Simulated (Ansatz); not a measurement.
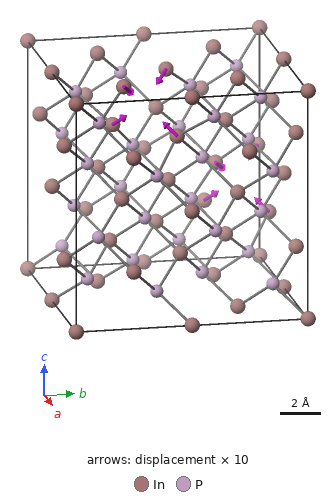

A relaxation of a defect cell of composition In₁₆P₁₅ (cell charge −1). The starting structure is drawn; purple arrows show the displacements, magnified 10 times.

Style: ball-and-stick. Shown: the conventional cell (2 times the calculation's cell), slightly off an axis. Lengths and directions refer to the drawn axes.

Case: P vacancy (site d), charge -1, atoms relaxed at the host's cell.

All numbers below come from DFT PBE, scalar-relativistic, plane waves, PAW (Ansatz 0.2.0). Settings: plane-wave cutoff 420 eV; k-point mesh 2 × 2 × 2; occupations gaussian; smearing width 0.02 eV; mesh shifted by (0.5, 0.5, 0.5); no spin polarisation; atoms relaxed in a fixed cell; force threshold 0.025 eV/Å; at most 45 steps.

> Which element moves most?

Indium: up to 0.11 Å, against 0.01 Å for phosphorus.

> What did the optimiser do to the structure, and how much energy did it gain?

The energy falls by 88.5 meV per cell of the calculation in 2 accepted moves (3 points after the start). Largest force component: 0.22 eV/Å at the start, 0.02 eV/Å at the end. 1 step only repeated the SCF at the same geometry. The largest moves, 0.11 Å, are those of In atoms. By element the largest moves are In 0.11 Å, P 0.01 Å. The cell doesn't change. Some distances before and after: In–P 2.617 → 2.650 Å, In–P 2.600 → 2.606 Å, In–P 2.579 → 2.583 Å. Bond angles that change, for instance: P–In–P 105.5° → 102.9°, In–P–In 113.4° → 115.8°. The run took 88 s on 4 threads of Arm Neoverse V1 (shared host), peak memory 1.7 GiB.

Limits of the set-up: the cell is charged, on a uniform background, and energies carry no finite-size correction.
